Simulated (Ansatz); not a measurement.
**What a change does: single-point calculation on W$_{3}$Si**

System: W$_{3}$Si (I4mm, 8 atoms in the cell).
Method of run 1: DFT PBEsol, scalar-relativistic, plane waves, PAW, no spin polarisation (Ansatz 0.2.0).

The structure derives from a Materials Project entry. Text and figures count atoms from 1; the logs count them from 0 in places.

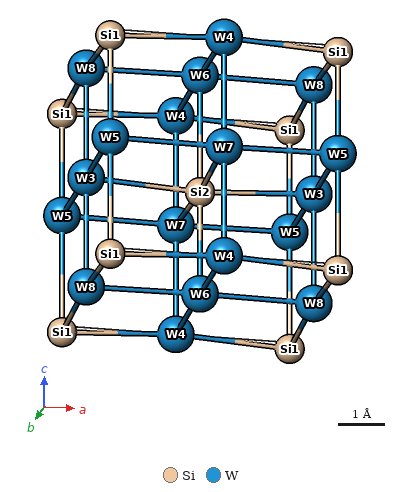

The input geometry (ball-and-stick view of the cell of the calculation, set on other vectors, seen at an oblique angle; atoms are numbered from 1 in the order of the input). An atom can appear more than once, as a periodic image.

### Input file, run 1
```yaml
crystal:
  lattice:
    - [0.0, -5.1543905733, 0.0]
    - [-5.1543905733, 0.0, 0.0]
    - [0.0, 0.0, -5.1543905733]
  atoms:
    - { symbol: Si, position: [-0.0291014035, 0.0, 0.0] }
    - { symbol: Si, position: [0.4708985965, 0.5, 0.5] }
    - { symbol: W, position: [0.499573857, 0.5, 0.0] }
    - { symbol: W, position: [0.999573857, 1.0, 0.5] }
    - { symbol: W, position: [0.5052980699, 0.0, 0.0] }
    - { symbol: W, position: [0.0052980699, 0.5, 0.5] }
    - { symbol: W, position: [0.499573857, 0.0, 0.5] }
    - { symbol: W, position: [-0.000426143, 0.5, 0.0] }
basis:
  ecutwfc: 420
kpoints:
  mp_grid: { grid: [10, 10, 10] }
hamiltonian:
  xc: pbesol
scf:
  occupations: { method: gaussian, width: 0.15 }
output:
  forces: true
  stress: true
  eigenvalues: true
```

Launched with:
```bash
ansatz run input.yaml --threads 2 --pin off --max-ram 5120MiB --backend cpu --events-out ev --progress --plain --runs-dir out
```

Hardware: 2 threads of Intel Xeon @ 2.50GHz (Skylake/Cascade Lake), 189 GiB of memory available, shared host.

### Output, shortened to warnings, some set-up lines, iterations and results (run 1)
```
Basis set: ecut = 420 eV, 2721 PW (Γ), exchange–correlation on 72×72×72 points (8 copies of the dense FFT grid, shifted against one another)
Symmetry: 16 space group operations
k-points: 126 of 1000 (time reversal used)
Initial density: superposition of atomic densities (neutral atoms: chi_scale 0, normalization atom), corrected by the library's trained network
[...]
SCF iter   1: F=—  HF=-62771.285474 eV  |F-HF|=—  |Δ(HF+E_count)|=         —  Δρ=5.55e-3  dr2=2.64e-2  ethr=1.77e-3  ⟨swp⟩=5.4  Hψ=26839  notcnv=0
SCF iter   2: F=—  HF=-62771.280725 eV  |F-HF|=—  |Δ(HF+E_count)|=   4.75e-3  Δρ=3.04e-3  dr2=7.81e-3  ethr=2.87e-5  ⟨swp⟩=1.7  Hψ=11604  notcnv=0  defer=1
SCF iter   3: F=—  HF=-62771.279474 eV  |F-HF|=—  |Δ(HF+E_count)|=   1.25e-3  Δρ=2.17e-4  dr2=4.06e-5  ethr=8.49e-6  ⟨swp⟩=2.0  Hψ=9499  notcnv=0  defer=1
SCF iter   4: F=—  HF=-62771.279311 eV  |F-HF|=—  |Δ(HF+E_count)|=   1.63e-4  Δρ=5.17e-5  dr2=1.98e-6  ethr=4.41e-8  ⟨swp⟩=2.5  Hψ=12977  notcnv=0  defer=1
SCF iter   5: F=-62771.279311 eV  HF=-62771.279311 eV  |F-HF|=1.32e-9  |Δ(HF+E_count)|=   1.46e-7  Δρ=7.74e-6  dr2=5.11e-8  ethr=2.15e-9  ⟨swp⟩=2.1  Hψ=9355  notcnv=0  defer=1
SCF iter   6: F=-62771.279311 eV  HF=-62771.279311 eV  |F-HF|=4.66e-10  |Δ(HF+E_count)|=   6.50e-9  Δρ=1.13e-6  dr2=1.43e-9  ethr=5.56e-11  ⟨swp⟩=6.3  Hψ=26482  notcnv=0
SCF 1 converged in 6 iterations: F = -62771.279311 eV  dr2 = 1.43e-9
SCF converged after 6 iterations
Free energy (F): -62771.279311 eV
Harris-Foulkes:  -62771.279311 eV  (|F-HF|=4.66e-10)
Internal energy: -62771.175408 eV  (E = F + TS)
E sigma→0 (E₀):  -62771.227360 eV
Entropy (-TS):   -0.103903 eV (-12.988 meV/atom)
Fermi energy:    17.205053 eV
--- Per-component energies (eV) ---
  E_band       = -818.115253
  E_kinetic    = 2781.930960
  E_local      = -5256.780031  (includes V_loc(G=0)·N_el)
  E_nonlocal   = 87.163905
  E_hartree    = 1929.514964
  E_xc         = -1695.241407
  E_vxc        = -1518.752566  (∫ρ·V_xc dr)
  E_paw        = -51617.474276  (= ΣΔE_a)
  E_vpaw       = -770.708847  (= ΣTr[D̂ρ^β])
  E_aug_tail   = -0.000368  (compensation charges beyond the density's cutoff)
  E_ewald      = -9001.683029
  E_core_change = 1.393874  (= ΣΔE_core)
  E_smearing   = -0.103903  (= −TS)
  E_closure    = 0.000000  (closes the sum)
  Σ components = -62771.279311   (vs F -62771.279311, Δ=0.00e0)
--- Forces (eV/Å), atoms counted from 1 ---
  atom   1  Si     0.00000000    -1.30875564     0.00000000
  atom   2  Si     0.00000000    -1.30875564     0.00000000
  atom   3  W     -0.00000000    -0.09909357    -0.00000000
  atom   4  W     -0.00000000    -0.09909357    -0.00000000
  atom   5  W      0.00000000     1.50694309     0.00000000
  atom   6  W      0.00000000     1.50694309     0.00000000
  atom   7  W      0.00000000    -0.09909357     0.00000000
  atom   8  W      0.00000000    -0.09909357     0.00000000
  max |Σ_I F_I| component: 6.40e-7 eV/Å
--- Stress (GPa, compression-positive) ---
        0.114142       0.000000       0.000000
        0.000000       4.177625       0.000000
        0.000000       0.000000       0.114142
  P = ⅓ Tr σ = 1.4686 GPa (14.686 kbar)
```

For run 2 the input was changed thus:
```diff
-  mp_grid: { grid: [10, 10, 10] }
+  mp_grid: { grid: [5, 5, 5] }
+  algorithm: direct_min
```

Predict how the results change.

The free energy of run 2 is 0.13 meV per atom higher, which comes mainly from the change of mesh; a solver setting shouldn't move a converged energy. The pressure goes from 1.47 to 0.11 GPa. The largest force goes from 1.507 to 1.435 eV/Å. The irreducible k-points go from 126 to 18.

### Output, shortened to warnings, some set-up lines, iterations and results (run 2)
```
Basis set: ecut = 420 eV, 2721 PW (Γ), exchange–correlation on 72×72×72 points (8 copies of the dense FFT grid, shifted against one another)
Symmetry: 16 space group operations
k-points: 18 of 125 (time reversal used)
Initial density: superposition of atomic densities (neutral atoms: chi_scale 0, normalization atom), corrected by the library's trained network
[...]
SCF iter   1: F=—  HF=-62771.298862 eV  |F-HF|=—  |Δ(HF+E_count)|=         —  Δρ=8.08e-3  dr2=7.86e-2  ethr=1.77e-3  ⟨swp⟩=5.2  Hψ=4008  notcnv=0
SCF iter   2: F=—  HF=-62771.284994 eV  |F-HF|=—  |Δ(HF+E_count)|=   1.39e-2  Δρ=3.16e-3  dr2=2.71e-2  ethr=8.54e-5  ⟨swp⟩=4.2  Hψ=2365  notcnv=0
SCF iter   3: F=—  HF=-62771.278454 eV  |F-HF|=—  |Δ(HF+E_count)|=   6.54e-3  Δρ=4.93e-4  dr2=4.51e-4  ethr=2.86e-7  ⟨swp⟩=5.1  Hψ=4509  notcnv=0
SCF iter   4: F=—  HF=-62771.278311 eV  |F-HF|=—  |Δ(HF+E_count)|=   1.43e-4  Δρ=2.82e-5  dr2=1.63e-6  ethr=1.14e-7  ⟨swp⟩=3.0  Hψ=2149  notcnv=0
SCF iter   5: F=—  HF=-62771.278311 eV  |F-HF|=—  |Δ(HF+E_count)|=   5.35e-8  Δρ=5.83e-6  dr2=9.47e-8  ethr=4.13e-10  ⟨swp⟩=5.2  Hψ=3071  notcnv=0
SCF iter   6: F=-62771.278311 eV  HF=-62771.278311 eV  |F-HF|=3.44e-9  |Δ(HF+E_count)|=   2.90e-8  Δρ=1.22e-6  dr2=3.94e-9  ethr=2.40e-11  ⟨swp⟩=4.4  Hψ=2608  notcnv=0
SCF 1 converged in 6 iterations: F = -62771.278311 eV  dr2 = 3.94e-9
  Residual-converged pass: ⟨swp⟩=3.0  Hψ=1793  notcnv=0  max |occ|·‖R‖ = 6.5e-6 eV (tolerance 6.7e-6 eV)  dr2=4.04e-9  dr2_onsite=9.08e-11  max |Δocc| = 3.4e-9
SCF converged after 6 iterations
Stability not checked: this state was not tested for a lower state beside it, because a direct minimisation reached the state, and no test of it is asked (direct_minimisation; see scf.lower_state_search)
Free energy (F): -62771.278311 eV
Harris-Foulkes:  -62771.278311 eV  (|F-HF|=3.44e-9)
Internal energy: -62771.191855 eV  (E = F + TS)
E sigma→0 (E₀):  -62771.235083 eV
Entropy (-TS):   -0.086456 eV (-10.807 meV/atom)
Fermi energy:    17.299252 eV
--- Per-component energies (eV) ---
  E_band       = -818.730099
  E_kinetic    = 2782.007519
  E_local      = -5256.801019  (includes V_loc(G=0)·N_el)
  E_nonlocal   = 87.540596
  E_hartree    = 1928.989230
  E_xc         = -1695.013579
  E_vxc        = -1518.494256  (∫ρ·V_xc dr)
  E_paw        = -51617.625081  (= ΣΔE_a)
  E_vpaw       = -770.963634  (= ΣTr[D̂ρ^β])
  E_aug_tail   = -0.000368  (compensation charges beyond the density's cutoff)
  E_ewald      = -9001.683029
  E_core_change = 1.393874  (= ΣΔE_core)
  E_smearing   = -0.086456  (= −TS)
  E_closure    = 0.000000  (closes the sum)
  Σ components = -62771.278311   (vs F -62771.278311, Δ=0.00e0)
--- Forces (eV/Å), atoms counted from 1 ---
  atom   1  Si     0.00000000    -1.24837627     0.00000000
  atom   2  Si     0.00000000    -1.24837627     0.00000000
  atom   3  W      0.00000000    -0.09319841     0.00000000
  atom   4  W      0.00000000    -0.09319841     0.00000000
  atom   5  W      0.00000000     1.43477512     0.00000000
  atom   6  W      0.00000000     1.43477512     0.00000000
  atom   7  W      0.00000000    -0.09319841    -0.00000000
  atom   8  W      0.00000000    -0.09319841    -0.00000000
  max |Σ_I F_I| component: 4.06e-6 eV/Å
--- Stress (GPa, compression-positive) ---
       -1.295840       0.000000       0.000000
        0.000000       2.930527       0.000000
        0.000000       0.000000      -1.295840
  P = ⅓ Tr σ = 0.1129 GPa (1.129 kbar)
```

### The two runs side by side

| quantity | run 1 | run 2 |
| --- | --- | --- |
| outcome | converged | converged |
| free energy per atom (eV) | −7846.4099 | −7846.4098 |
| energy per atom, smearing taken to zero (eV) | −7846.4034 | −7846.4044 |
| gap on the mesh (eV) | 0.00 | 0.00 |
| pressure (GPa) | 1.47 | 0.11 |
| largest force (eV/Å) | 1.507 | 1.435 |
| SCF iterations | 6 | – |
| irreducible k-points | 126 | 18 |
| plane waves at Γ | 2721 | 2721 |
| wall time (shared host) | 58 s | 42 s |

For both runs: Spin–orbit coupling is left out, which matters for W. For run 2: These settings are looser than, or depart from, a standard set-up, so the numbers are not reference values for this system.
